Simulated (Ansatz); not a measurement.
Run report: Si16O (charge −1), single-point calculation

Si16O (defect cell, 17 atoms in the cell, total charge −1), computed with DFT, PBE, dispersion d3bjatm, plane waves, PAW, spin-polarised (Ansatz 0.2.0).

The structure derives from a Materials Project entry. Figures and captions count atoms from 1; the log counts them from 0 in places.

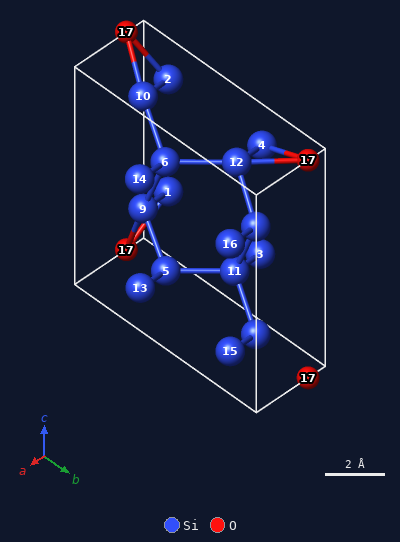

**Figure 1.** The structure (ball-and-stick view of the cell of the calculation, seen slightly off an axis; atoms are numbered from 1 in the order of the input).

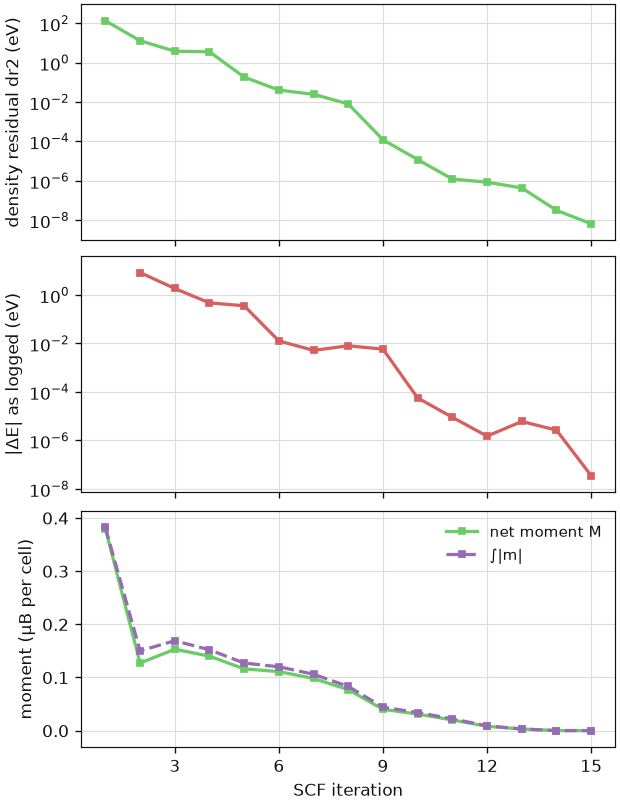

**Figure 2.** Convergence of the self-consistent field: density residual dr2, size of the energy change and magnetic moment against the SCF iteration. The residual falls at every step. The net moment goes from 0.4 to 0.0 μB per cell, and ∫|m| falls to zero.

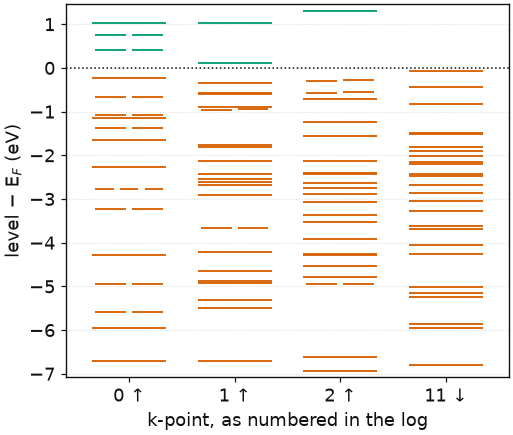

**Figure 3.** Kohn–Sham levels near the Fermi level (dotted) at the few k-points that the log prints; levels within 0.02 eV of each other stand side by side. The system is metallic on the full mesh.

The input and output of the run follow.

**The input**
```yaml
crystal:
  lattice:
    - [0.0, 0.0, 6.3650227274]
    - [7.7025612697, 1.0e-10, 0.0]
    - [-3.8512806349, 6.6706137337, 0.0]
  atoms:
    - { symbol: Si, position: [0.0669430868, 0.1614972347, 0.3229944693], spin: 0.077 }
    - { symbol: Si, position: [0.0669430868, 0.1614972347, 0.8385027653], spin: 0.077 }
    - { symbol: Si, position: [0.0641478481, 0.6666666667, 0.3333333333] }
    - { symbol: Si, position: [0.0669430868, 0.6770055307, 0.8385027653], spin: 0.077 }
    - { symbol: Si, position: [0.5653014661, 0.3366890932, 0.1683445466], spin: 0.077 }
    - { symbol: Si, position: [0.56529952, 0.3333333333, 0.6666666667] }
    - { symbol: Si, position: [0.5653014661, 0.8316554534, 0.1683445466], spin: 0.077 }
    - { symbol: Si, position: [0.5653014661, 0.8316554534, 0.6633109068], spin: 0.077 }
    - { symbol: Si, position: [0.4330569132, 0.1614972347, 0.3229944693], spin: 0.077 }
    - { symbol: Si, position: [0.4330569132, 0.1614972347, 0.8385027653], spin: 0.077 }
    - { symbol: Si, position: [0.4358521519, 0.6666666667, 0.3333333333] }
    - { symbol: Si, position: [0.4330569132, 0.6770055307, 0.8385027653], spin: 0.077 }
    - { symbol: Si, position: [0.9346985339, 0.3366890932, 0.1683445466], spin: 0.077 }
    - { symbol: Si, position: [0.93470048, 0.3333333333, 0.6666666667] }
    - { symbol: Si, position: [0.9346985339, 0.8316554534, 0.1683445466], spin: 0.077 }
    - { symbol: Si, position: [0.9346985339, 0.8316554534, 0.6633109068], spin: 0.077 }
    - { symbol: O, position: [0.25, 0.0, 0.0], spin: 0.077 }
  host:
    lattice:
      - [3.8512806348, 0.0, 0.0]
      - [-1.9256403174, 3.3353068669, 0.0]
      - [0.0, 0.0, 6.3650227274]
    atoms:
      - { symbol: Si, position: [0.3333333333, 0.6666666667, 0.0629309403] }
      - { symbol: Si, position: [0.6666666667, 0.3333333333, 0.5629309403] }
      - { symbol: Si, position: [0.3333333333, 0.6666666667, 0.4370690597] }
      - { symbol: Si, position: [0.6666666667, 0.3333333333, 0.9370690597] }
total_charge: -1
basis:
  ecutwfc: 420
  xc_grid: 2
kpoints:
  mp_grid: { grid: [5, 4, 4], shift: [0.0, 0.0, 0.0] }
hamiltonian:
  xc: pbe
  dispersion: d3bjatm
scf:
  occupations: { method: tetrahedron }
  n_extra_bands: 4
output:
  forces: true
  eigenvalues: true
magnetization:
  spin_polarized: true
```

Launch command:
```bash
ansatz run input.yaml --threads 4 --pin off --max-ram 8192MiB --backend cpu --events-out ev --progress --plain --runs-dir out
```

**Output**
```
Warning: output.forces, output.stress, relax.cell or npt_langevin: where a Kohn–Sham band that disperses or a degenerate level is filled in part under the method tetrahedron, the forces or the stress that this run publishes need not agree with its energy (scf.occupations.method in the input reference, under Limitations); prefer a smearing scheme for the forces or the stress
Warning: the band count 40 (scf.n_extra_bands) hosts the net moment |M| = 1.0010 μB (N_el = 71) but caps the reachable moment at 2·n_bands − N_el = 9.0000 μB, below the 54 bands that the automatic rule leaves for it — a moment growing past the seed, or the majority channel's smearing tail, pins there with fewer empty majority states than that count leaves; raise or omit scf.n_extra_bands unless the cap is intended
scf.n_extra_bands = 4 over 36 filled bands (N_el = 71.0): the run solves 40 bands
Engine: ansatz 0.2.0, aarch64-unknown-linux-gnu
Pseudopotentials: kind: paw
Pseudopotential: Si, paw, valence charge 4, recommended cutoff 420 eV (normal), Si.paw.azcp
Pseudopotential: O, paw, valence charge 6, recommended cutoff 420 eV (normal), O.paw.azcp
Functional definition: PBE
  parameter kappa = 0.804
  parameter beta = 0.06672455060314922
  exchange = pbe_x(kappa = kappa, mu = beta*pi^2/3)
  correlation = pbe_c(beta = beta)
Crystal: 17 atoms, lattice volume = 327.040 Å³
Basis set: ecut = 420 eV, 6375 PW (Γ), exchange–correlation on 90×108×108 points (8 copies of the dense FFT grid, shifted against one another)
Bands: 40, of which v1, the nominal top of the filled ones, is band 36 counted from 1 (35 counted from 0)
Symmetry: 12 space group operations
Space group: P-6m2 (ITA 187), of the structure as read, at distance tolerance 6.9e-5 Å
Magnetic group: BNS 187.209 (UNI 1439), of the structure as read, at distance tolerance 6.9e-5 Å
k-points: 12 of 80 (time reversal used)
Non-local potential: Si, projectors of the file, l = 0: 2, l = 1: 2, l = 2: 2
Non-local potential: O, projectors of the file, l = 0: 2, l = 1: 2, l = 2: 1
PAW form: soft (Blöchl's): semilocal exchange-correlation on the pseudo side does not see the compensation charge
PAW one-centre angular grid: Si, 110 points (default); XC on 64 Gauss nodes
PAW one-centre angular grid: O, 110 points (default); XC on 64 Gauss nodes
Initial density: superposition of atomic densities (chi_scale 0.1, normalization cell, long waves kept (reshape's long-wave potential 0.50 eV rms))
Starting moments: Σ|m| = 1.001 μB on 13 of 17 sites
Initial wavefunctions: pseudopotential atomic-orbital guess
Functional: x = pbe(κ = 0.804, μ = 0.2195149727645171), c = pbe(β = 0.06672455060314922)
SCF iter   1: F=—  HF=-10746.657563 eV  |F-HF|=—  |Δ(HF+E_count)|=         —  Δρ=7.12e-2 (↑7.12e-2 ↓7.12e-2)  dr2=1.34e2  dr2_m=5.51e-3  M=0.380 μB ∫|m|=0.382 μB  β_m=0.30  ethr=3.10e-3  ⟨swp⟩=7.7  Hψ=5138  notcnv=0
preconditioner: auto → Kerker (q_TF=auto, 2.115 Å⁻¹)  [metal: no gap  n_scr=46 (ndim 8)  ℏωp=17.3 eV  f_vac=0.000]
spin=Collinear: Kerker preconditioning applied to the charge; magnetization (m = ρ↑ − ρ↓) channel mixes plain (no charge-response kernel on spin).
SCF iter   2: F=—  HF=-10738.235828 eV  |F-HF|=—  |Δ(HF+E_count)|=    8.42e0  Δρ=3.44e-2 (↑3.32e-2 ↓3.44e-2)  dr2=1.29e1  dr2_m=6.69e-3  M=0.127 μB ∫|m|=0.150 μB  β_m=0.30  ethr=3.10e-3  ⟨swp⟩=4.1  Hψ=4152  notcnv=0
SCF iter   3: F=—  HF=-10736.380849 eV  |F-HF|=—  |Δ(HF+E_count)|=    1.85e0  Δρ=1.59e-2 (↑1.58e-2 ↓1.59e-2)  dr2=3.77e0  dr2_m=2.37e-3  M=0.153 μB ∫|m|=0.169 μB  β_m=0.30  ethr=3.10e-3  ⟨swp⟩=3.0  Hψ=2286  notcnv=0
SCF iter   4: F=—  HF=-10735.909366 eV  |F-HF|=—  |Δ(HF+E_count)|=   4.71e-1  Δρ=1.40e-2 (↑1.36e-2 ↓1.40e-2)  dr2=3.53e0  dr2_m=1.23e-3  M=0.140 μB ∫|m|=0.152 μB  β_m=0.30  ethr=3.10e-3  ⟨swp⟩=3.1  Hψ=2149  notcnv=0
SCF iter   5: F=—  HF=-10735.551272 eV  |F-HF|=—  |Δ(HF+E_count)|=   3.58e-1  Δρ=3.68e-3 (↑3.33e-3 ↓3.68e-3)  dr2=1.83e-1  dr2_m=8.40e-4  M=0.116 μB ∫|m|=0.127 μB  β_m=0.30  ethr=3.10e-3  ⟨swp⟩=2.5  Hψ=2046  notcnv=0
Mixer restart at iter 5: flushing history
spin-set hold released at iteration 5 (site moments contracting): the magnetisation degrees of freedom join the quasi-Newton model from the next iteration; the mixer history was flushed
SCF iter   6: F=—  HF=-10735.538554 eV  |F-HF|=—  |Δ(HF+E_count)|=   1.27e-2  Δρ=1.85e-3 (↑1.85e-3 ↓1.85e-3)  dr2=4.00e-2  dr2_m=4.57e-4  M=0.111 μB ∫|m|=0.120 μB  β_m=0.35  ethr=2.57e-4  ⟨swp⟩=2.1  Hψ=1443  notcnv=0
SCF iter   7: F=—  HF=-10735.543718 eV  |F-HF|=—  |Δ(HF+E_count)|=   5.16e-3  Δρ=1.36e-3 (↑1.28e-3 ↓1.36e-3)  dr2=2.44e-2  dr2_m=2.72e-4  M=0.098 μB ∫|m|=0.106 μB  β_m=0.37  ethr=5.64e-5  ⟨swp⟩=1.5  Hψ=975  notcnv=0
SCF iter   8: F=—  HF=-10735.551721 eV  |F-HF|=—  |Δ(HF+E_count)|=   8.00e-3  Δρ=6.79e-4 (↑6.70e-4 ↓6.79e-4)  dr2=7.93e-3  dr2_m=9.79e-5  M=0.077 μB ∫|m|=0.083 μB  β_m=0.79  ethr=3.44e-5  ⟨swp⟩=2.0  Hψ=1056  notcnv=0
SCF iter   9: F=—  HF=-10735.557528 eV  |F-HF|=—  |Δ(HF+E_count)|=   5.81e-3  Δρ=1.43e-4 (↑7.87e-5 ↓1.43e-4)  dr2=1.20e-4  dr2_m=2.33e-5  M=0.040 μB ∫|m|=0.044 μB  β_m=0.89  ethr=1.12e-5  ⟨swp⟩=3.2  Hψ=1990  notcnv=0
SCF iter  10: F=—  HF=-10735.557584 eV  |F-HF|=—  |Δ(HF+E_count)|=   5.64e-5  Δρ=7.34e-5 (↑7.34e-5 ↓7.15e-5)  dr2=1.18e-5  dr2_m=1.44e-5  M=0.031 μB ∫|m|=0.034 μB  β_m=0.95  ethr=1.69e-7  ⟨swp⟩=3.9  Hψ=2064  notcnv=0
SCF iter  11: F=—  HF=-10735.557593 eV  |F-HF|=—  |Δ(HF+E_count)|=   8.95e-6  Δρ=4.60e-5 (↑4.25e-5 ↓4.60e-5)  dr2=1.21e-6  dr2_m=5.73e-6  M=0.020 μB ∫|m|=0.022 μB  β_m=0.97  ethr=1.66e-8  ⟨swp⟩=3.6  Hψ=2149  notcnv=0
SCF iter  12: F=—  HF=-10735.557592 eV  |F-HF|=—  |Δ(HF+E_count)|=   1.49e-6  Δρ=2.02e-5 (↑1.65e-5 ↓2.02e-5)  dr2=8.36e-7  dr2_m=9.13e-7  M=0.008 μB ∫|m|=0.009 μB  β_m=0.99  ethr=1.71e-9  ⟨swp⟩=4.6  Hψ=2952  notcnv=0
SCF iter  13: F=—  HF=-10735.557586 eV  |F-HF|=—  |Δ(HF+E_count)|=   6.02e-6  Δρ=8.66e-6 (↑8.66e-6 ↓4.44e-6)  dr2=4.29e-7  dr2_m=9.25e-8  M=0.003 μB ∫|m|=0.003 μB  β_m=0.99  ethr=1.18e-9  ⟨swp⟩=4.0  Hψ=2427  notcnv=0
iter 14 did not close the SCF: its close was put off for a magnetic moment that had not settled (scf_convergence_deferred on its scf_iter line)
SCF iter  14: F=-10735.557589 eV  HF=-10735.557589 eV  |F-HF|=5.79e-9  |Δ(HF+E_count)|=   2.64e-6  Δρ=9.53e-7 (↑9.53e-7 ↓9.28e-7)  dr2=3.12e-8  dr2_m=1.14e-10  M=0.000 μB ∫|m|=0.000 μB  β_m=1.00  ethr=1.41e-10  ⟨swp⟩=3.0  Hψ=4448  notcnv=0
SCF iter  15: F=-10735.557589 eV  HF=-10735.557589 eV  |F-HF|=2.41e-9  |Δ(HF+E_count)|=   3.50e-8  Δρ=4.39e-7 (↑4.36e-7 ↓4.39e-7)  dr2=6.46e-9  dr2_m=3.00e-11  M=0.000 μB ∫|m|=0.000 μB  ethr=4.39e-11  ⟨swp⟩=2.0  Hψ=3160  notcnv=0
SCF 1 converged in 15 iterations: F = -10735.557589 eV  dr2 = 6.46e-9
  greatest PAW one-centre occupation: 0.878 electrons in one spin orbital (limit 2), on the O atom at site 16 (counted from 0), in its partial waves of l = 0
WARN: the starting moments were not kept: the SCF closed with an absolute magnetisation of 2.8e-5 μB, where they sum to 1.001 μB in size (13 sites). That is at most 0.1 of that sum. Measured as dr2_m measures the in/out step, that magnetisation stands 2.0e-10 eV from none, at or under the dr2_threshold of 1.0e-7 eV: it is no larger than a step whose dr2_m would equal this threshold. The system may hold no moment; this SCF shows only that its start led to no more than that. To try another start: raise the starting moments (crystal.atoms[].spin, magnetization.per_species, magnetization.initial_magnetization, or on a non-collinear deck that types none of these the spinor_matrix: blocks that start its atoms; where the total moment is fixed, keep their sum and leave initial_magnetization as it is; typed ones take the place of any that the run laid by itself, positive ones on a crystal's lanthanoids without a Hubbard term where scf.initial_density.shell_occupations: [] is typed) or, if the notice of its spin-set hold's release reads "site moments contracting" or "site moments show no strong build", lengthen the hold (scf.mixing.spin_hold: { on: { confirm: 4 } }; for m-r²SCAN on two components see the key's manual first). Each may lead to a state that holds a moment. A second SCF, from the converged charge density, with the starting moments and any scf.initial_density.shell_occupations laid on it anew, would have followed, and was not run: the deck does not ask for one (magnetization.retry_lost_moments is false, the default). To let it run, set magnetization.retry_lost_moments: true and run the deck again, where that key's refused combinations let it; where memory then withholds it, that run's warning says so.
this state was not tested for a lower state beside it, because cold or Methfessel-Paxton smearing, or corrected tetrahedra, fill the levels in a way that the test cannot read (fill_not_monotonic; see scf.lower_state_search)
SCF converged after 15 iterations
Magnetization: 0.0000 μB (35.5000 up, 35.5000 down)
Absolute magnetization: 0.0000 μB (∫|ρ↑−ρ↓|, with the PAW one-centre terms)
Spin contamination: 0.0000 ħ² per cell (⟨S²⟩ above its minimum at these occupations)
Per-site moments (μB) at R_I (Å): [(4.133246946378116e-7, 0.9612581656636937), (4.133246946599028e-7, 0.9612581656636937), (2.989752815584859e-7, 0.9695035034626567), (4.133246946234305e-7, 0.9612581656636937), (1.3894166226518224e-7, 0.9695035034626569), (1.1431551950433743e-6, 0.9698887711933933), (1.389416622750485e-7, 0.9695035034626567), (1.3894166223638984e-7, 0.9695035034626569), (4.133246946461288e-7, 0.9612581656636937), (4.1332469463549974e-7, 0.9612581656636937), (2.9897528154415157e-7, 0.9695035034626567), (4.133246945787852e-7, 0.9612581656636937), (1.389416622779113e-7, 0.969503503462657), (1.1431551950546511e-6, 0.9698887711933933), (1.3894166227598996e-7, 0.9695035034626567), (1.389416622773446e-7, 0.969503503462657), (1.0941487180484167e-5, 1.0103958926204106)]
Free energy (F): -10735.557589 eV
Harris-Foulkes:  -10735.557589 eV  (|F-HF|=2.41e-9)
Internal energy: -10735.556129 eV  (E = F + TS)
E sigma→0 (E₀):  -10735.557589 eV
Entropy (-TS):   -0.001459 eV (-0.086 meV/atom)
Fermi energy:    6.171040 eV
--- Per-component energies (eV) ---
  E_band       = 75.752289
  E_kinetic    = 827.616671
  E_local      = -1031.621778  (includes V_loc(G=0)·N_el)
  E_nonlocal   = 465.471223
  E_hartree    = 370.204932
  E_xc         = -964.834063
  E_vxc        = -852.423794  (∫ρ·V_xc dr)
  E_paw        = -8361.176927  (= ΣΔE_a)
  E_vpaw       = -73.701166  (= ΣTr[D̂ρ^β])
  E_aug_tail   = 0.002430  (compensation charges beyond the density's cutoff)
  E_ewald      = -2036.302029
  E_disp       = -4.916589  (pairwise vdW)
  E_smearing   = -0.001459  (= −TS)
  E_closure    = 0.000000  (closes the sum)
  E_deformation_potential = -12.614086  (in the stress; not in F)
  Σ components = -10735.557589   (vs F -10735.557589, Δ=0.00e0)
--- Forces (eV/Å), atoms counted from 1 ---
  atom   1  Si     0.00000000    -0.00498803    -0.02411086
  atom   2  Si    -0.00431976     0.00249401    -0.02411086
  atom   3  Si    -0.00000000    -0.00000000     0.00507913
  atom   4  Si     0.00431976     0.00249401    -0.02411086
  atom   5  Si    -0.01063376    -0.00613940    -0.00245607
  atom   6  Si     0.00000000     0.00000000    -0.00978379
  atom   7  Si     0.01063376    -0.00613940    -0.00245607
  atom   8  Si    -0.00000000     0.01227881    -0.00245607
  atom   9  Si     0.00000000    -0.00498803     0.02411086
  atom  10  Si    -0.00431976     0.00249401     0.02411086
  atom  11  Si    -0.00000000    -0.00000000    -0.00507913
  atom  12  Si     0.00431976     0.00249401     0.02411086
  atom  13  Si    -0.01063376    -0.00613940     0.00245607
  atom  14  Si     0.00000000     0.00000000     0.00978379
  atom  15  Si     0.01063376    -0.00613940     0.00245607
  atom  16  Si    -0.00000000     0.01227881     0.00245607
  atom  17  O     -0.00000000    -0.00000000     0.00000000
  max |Σ_I F_I| component: 1.14e-16 eV/Å
--- Band table (eV; the first three rows and the last of 24) ---
  k-point 0 ↑: bands = ["-10.7973", "-5.4402", "-3.7081", "-3.7081", "-3.4550", "-3.3711", "-2.0159", "-2.0159", "-1.6652", "-1.1740", "-1.1740", "-1.0196", "-0.5324", "0.2199", "0.5727", "0.5727", "1.2243", "1.2243", "1.8958", "2.9297", "2.9297", "3.3920", "3.3920", "3.3935", "3.9094", "4.5094", "4.8039", "4.8039", "5.0283", "5.0801", "5.0801", "5.4991", "5.4991", "5.9343", "6.5739", "6.5739", "6.9112", "6.9112", "7.1991", "7.6850"]
  k-point 1 ↑: bands = ["-10.7963", "-5.3054", "-4.1133", "-3.7800", "-3.4918", "-3.2767", "-1.8794", "-1.8193", "-1.6956", "-1.2684", "-1.2647", "-1.1212", "-0.5351", "0.6631", "0.8681", "1.2541", "1.2942", "1.5183", "1.9590", "2.5067", "2.5127", "3.2705", "3.4796", "3.5629", "3.6168", "3.7329", "4.0468", "4.3683", "4.4108", "5.2041", "5.2171", "5.2648", "5.5624", "5.6031", "5.8244", "6.2700", "7.1906", "8.0515", "8.0575", "8.3077"]
  k-point 2 ↑: bands = ["-10.7954", "-5.0343", "-4.6237", "-3.8426", "-3.4971", "-2.8593", "-2.5937", "-1.6343", "-1.6155", "-1.3411", "-1.2339", "-0.7727", "-0.4530", "1.2138", "1.2150", "1.3841", "1.6424", "1.8782", "1.9007", "2.2464", "2.6369", "2.8020", "3.0958", "3.2895", "3.4255", "3.5361", "3.7303", "3.7583", "4.0369", "4.6152", "4.9395", "5.4562", "5.6038", "5.6203", "5.8748", "5.8904", "7.4755", "7.7920", "7.9301", "8.4859"]
  k-point 11 ↓: bands = ["-10.7917", "-4.5978", "-4.1207", "-3.9377", "-3.7938", "-3.3326", "-3.2199", "-2.6933", "-2.3103", "-0.9432", "-0.6249", "0.2126", "0.3058", "0.9344", "1.0211", "1.1595", "1.9057", "2.1181", "2.4886", "2.5487", "2.8888", "3.1291", "3.2972", "3.4907", "3.6930", "3.7298", "3.9641", "4.0068", "4.1546", "4.2743", "4.3573", "4.6460", "4.6832", "5.3399", "5.7341", "6.0975", "8.0227", "8.0969", "8.2001", "8.6228"]
```

**Summary**

| quantity | value |
| --- | --- |
| outcome | converged |
| electrons treated | 71 |
| free energy | −10735.5576 eV |
| Fermi energy | 6.171 eV |
| gap on the k-point mesh | none (metallic) |
| net moment of the cell | 0.00 μB |
| integrated absolute moment | 0.00 μB |
| largest force (length of the vector) | 0.025 eV/Å |
| hardware | 4 threads of Arm Neoverse V1, 24 GiB of memory available, shared host |
| wall time | 15 s (CPU time 54 s) |
| peak memory | 0.75 GiB |

**Remarks**

Settings chosen away from the usual ones: scf.occupations.width removed; scf.occupations.method set to tetrahedron (from gaussian); hamiltonian.dispersion set to d3bjatm; scf.n_extra_bands set to 4. Notes on the run: some starting moments were not kept; the state was not tested for a lower one; forces and stress from tetrahedron occupations may miss the slope of the energy.
